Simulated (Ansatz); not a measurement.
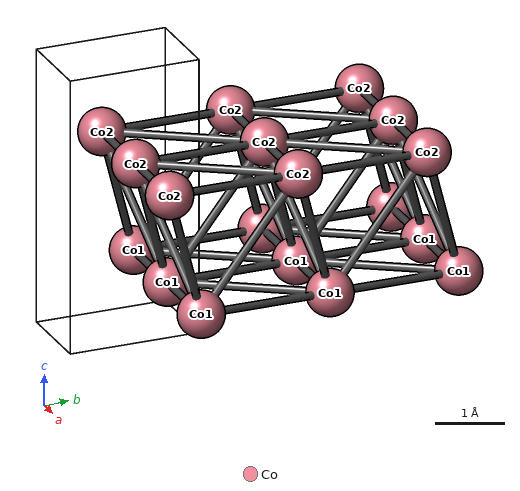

Fig. 1: The structure as given in the input (ball-and-stick view of the cell of the calculation, repeated 3 × 3 × 1, seen slightly off an axis; atoms are numbered from 1 in the order of the input). Near neighbours in the crystal (not all of them lie inside the picture): Co has 12 Co at 2.48 to 2.49 Å.

# Mending a geometry relaxation on Co

System: Co (2 atoms in the cell).
Method of the first run: DFT, PBE, plane waves, PAW (Ansatz 0.2.0).

The structure was built on a prototype by a generator; it need not be a known phase. Text and figures count atoms from 1; the logs count them from 0 in places.

**Input, the first run**
```yaml
crystal:
  lattice:
    - [2.4911007134, 0.0, 0.0]
    - [-1.2455503567, 2.1573565012, 0.0]
    - [0.0, 0.0, 4.0355831558]
  atoms:
    - { symbol: Co, position: [0.3333333333, 0.6666666667, 0.25], spin: 1.7 }
    - { symbol: Co, position: [0.6666666667, 0.3333333333, 0.75], spin: 1.7 }
magnetization:
  spin_polarized: true
kpoints:
  mp_grid: { grid: [20, 20, 11] }
scf:
  occupations: { method: fermi_dirac, width: 0.3 }
  n_extra_bands: 0
  max_iter: 60
hamiltonian:
  xc: pbe
  pseudopotentials: { kind: paw }
output:
  forces: true
  stress: true
relax:
  f_tol: 0.005
  max_steps: 40
  cell: {}
```

Command:
```bash
ansatz run input.yaml --threads 2 --pin off --max-ram 6144MiB --backend cpu --events-out ev --progress --plain --runs-dir out
```

Hardware: 2 threads of Arm Neoverse V2, 24 GiB of memory available, shared host.

**Output (the first run)**
```
Error: inconsistent input (scf.n_extra_bands): n_bands = 17 cannot host the net starting moment |Σ_I m_I| = 3.4000 μB: with N_el = 34 the majority spin channel must hold (N_el + |M|)/2 = 18.7000 electrons at no more than one per band — at least 19 bands (17 bands cap the reachable moment at 2·n_bands − N_el = 0.0000 μB); raise scf.n_extra_bands until at least 19 bands are solved (omitted, it auto-derives to 24)
```

Q: What should be changed in this input?

A: The input was spoiled on purpose: too few bands (`scf.n_extra_bands` and `scf.occupations`). Smearing needs empty bands above the Fermi level. The program refused the input: “inconsistent input (scf.n_extra_bands): n_bands = 17 cannot host the net starting moment |Σ_I m_I| = 3.4000 μB: with N_el = 34 the majority spin channel must hold (N_el + |M|)/2 = 18.7000 electrons at no more than one per band — at least 19 bands (17 bands cap the reachable moment at 2·n_bands − N_el = 0.0000 μB) …”

A run of the same system that converges differs from this input as follows (lines with − go, lines with + come):
```diff
-  occupations: { method: fermi_dirac, width: 0.3 }
-  n_extra_bands: 0
-  max_iter: 60
+  occupations: { method: fermi_dirac, width: 0.1 }
```

**Output, shortened to warnings, some set-up lines, iterations and results (the second run)**
```
Basis set: ecut = 420 eV, 391 PW (Γ), exchange–correlation on 36×36×54 points (8 copies of the dense FFT grid, shifted against one another)
Symmetry: 24 space group operations
k-points: 264 of 4400
Initial density: superposition of atomic densities (chi_scale 0.1, normalization cell)
[...]
SCF iter   1: F=—  HF=-10251.700217 eV  |F-HF|=—  |Δ(HF+E_count)|=         —  Δρ=1.02e-1 (↑3.61e-2 ↓1.02e-1)  dr2=2.37e0  dr2_m=2.21e-1  M=3.253 μB ∫|m|=3.385 μB  β_m=0.30  …
SCF iter   2: F=—  HF=-10250.973126 eV  |F-HF|=—  |Δ(HF+E_count)|=   7.27e-1  Δρ=4.52e-2 (↑2.09e-2 ↓4.52e-2)  dr2=1.50e-1  dr2_m=2.02e-1  M=3.298 μB ∫|m|=3.471 μB  β_m=0.37  …
SCF iter   3: F=—  HF=-10251.619631 eV  |F-HF|=—  |Δ(HF+E_count)|=         —  Δρ=3.09e-2 (↑3.09e-2 ↓2.01e-2)  dr2=1.16e-2  dr2_m=1.26e-1  M=3.345 μB ∫|m|=3.577 μB  β_m=0.37  …
SCF iter   4: F=—  HF=-10251.956682 eV  |F-HF|=—  |Δ(HF+E_count)|=   3.37e-1  Δρ=1.98e-2 (↑1.98e-2 ↓9.80e-3)  dr2=1.09e-2  dr2_m=4.29e-2  M=3.305 μB ∫|m|=3.563 μB  β_m=0.64  …
SCF iter   5: F=—  HF=-10252.312801 eV  |F-HF|=—  |Δ(HF+E_count)|=   3.56e-1  Δρ=2.18e-3 (↑2.18e-3 ↓2.09e-3)  dr2=2.00e-3  dr2_m=3.49e-4  M=3.231 μB ∫|m|=3.543 μB  β_m=0.82  …
[... 28 lines ...]
SCF iter   4: F=—  HF=-10252.333826 eV  |F-HF|=—  |Δ(HF+E_count)|=   2.87e-9  Δρ=1.45e-6 (↑7.86e-7 ↓1.45e-6)  dr2=4.34e-10  dr2_m=5.67e-11  M=3.211 μB ∫|m|=3.542 μB  β_m=0.75 …
SCF iter   5: F=—  HF=-10252.333826 eV  |F-HF|=—  |Δ(HF+E_count)|=   9.33e-8  Δρ=3.51e-7 (↑3.51e-7 ↓2.61e-7)  dr2=1.83e-12  dr2_m=1.62e-11  M=3.211 μB ∫|m|=3.542 μB  β_m=0.88 …
SCF iter   6: F=-10252.333826 eV  HF=-10252.333826 eV  |F-HF|=5.46e-12  |Δ(HF+E_count)|=  1.07e-10  Δρ=2.10e-7 (↑2.10e-7 ↓9.80e-8)  dr2=1.03e-11  dr2_m=6.46e-13  M=3.211 μB …
SCF 4 converged in 6 iterations: F = -10252.333826 eV  dr2 = 1.03e-11
relax step   4: F+E_penalty+E_count = -10252.33382607 eV  Δ(F+E_penalty+E_count) = -4.728e-5 eV  max|allowed force component| = 2.776e-17 eV/Å  Δτ_max = 0.0000 Å  P = +0.001 …
basis re-selected at this cell: Δ(F+E_penalty+E_count) = -4.728e-5 eV, ΔP = +0.002 GPa vs the last step (what re-selecting the basis moved, of the pressure what is left beyond the Pulay correction that the steps carried, after the strain that the cell walked since its last selection, with what the …
SCF converged after 6 iterations
Magnetization: 3.2113 μB (18.6056 up, 15.3944 down)
Absolute magnetization: 3.5426 μB (∫|ρ↑−ρ↓|, with the PAW one-centre terms)
Spin contamination: 0.0567 ħ² per cell (⟨S²⟩ above its minimum at these occupations)
Per-site moments (μB) at R_I (Å): [(1.6815993760793764, 1.0226297754327083), (1.6815993760793768, 1.0226297754327083)]
Free energy (F): -10252.333826 eV
Harris-Foulkes:  -10252.333826 eV  (|F-HF|=5.46e-12)
Internal energy: -10252.274209 eV  (E = F + TS)
E sigma→0 (E₀):  -10252.304018 eV
Entropy (-TS):   -0.059617 eV (-29.808 meV/atom)
Fermi energy:    18.670339 eV
--- Per-component energies (eV) ---
  E_band       = -488.697285
  E_kinetic    = 907.219070
  E_local      = -5668.902007  (includes V_loc(G=0)·N_el)
  E_nonlocal   = 908.283505
  E_hartree    = 2376.036964
  E_xc         = -317.994388
  E_vxc        = -410.351429  (∫ρ·V_xc dr)
  E_paw        = -3030.298316  (= ΣΔE_a)
  E_vpaw       = -977.020835  (= ΣTr[D̂ρ^β])
  E_aug_tail   = 0.000164  (compensation charges beyond the density's cutoff)
  E_ewald      = -5426.619202
  E_smearing   = -0.059617  (= −TS)
  E_closure    = 0.000000  (closes the sum)
  Σ components = -10252.333826   (vs F -10252.333826, Δ=0.00e0)
--- Forces (eV/Å), atoms counted from 1 ---
  atom   1  Co     0.00000000    -0.00000000     0.00000000
  atom   2  Co    -0.00000000     0.00000000    -0.00000000
  max |Σ_I F_I| component: 4.63e-18 eV/Å
--- Stress (GPa, compression-positive) ---
        0.001878       0.000000      -0.000000
        0.000000       0.001878      -0.000000
       -0.000000      -0.000000      -0.001795
  P = ⅓ Tr σ = 0.0007 GPa (0.007 kbar)
--- Relaxed structure (3 steps of the walk, 3 accepted, 1 SCFs on fresh bases) ---
  F+E_penalty+E_count = -10252.33382607 eV   max|allowed force component| = 2.776e-17 eV/Å   (the final SCF, on the basis selected at the relaxed cell)
  cell:  # Å, volume = 21.7290 Å³
    - [2.493039796328942, -2.293844675036392e-34, 5.73461168759098e-35]
[...]
```

**The two runs side by side**

```csv
quantity,the first run,the second run
outcome,refused,converged
free energy per atom (eV),–,−5126.1669
net moment of the cell (μB),–,3.21
absolute moment of the cell (μB),–,3.54
pressure (GPa),–,0.00
volume per atom (Å³),–,10.86
largest force (eV/Å),–,0.000
SCF iterations,–,30
irreducible k-points,–,264
```
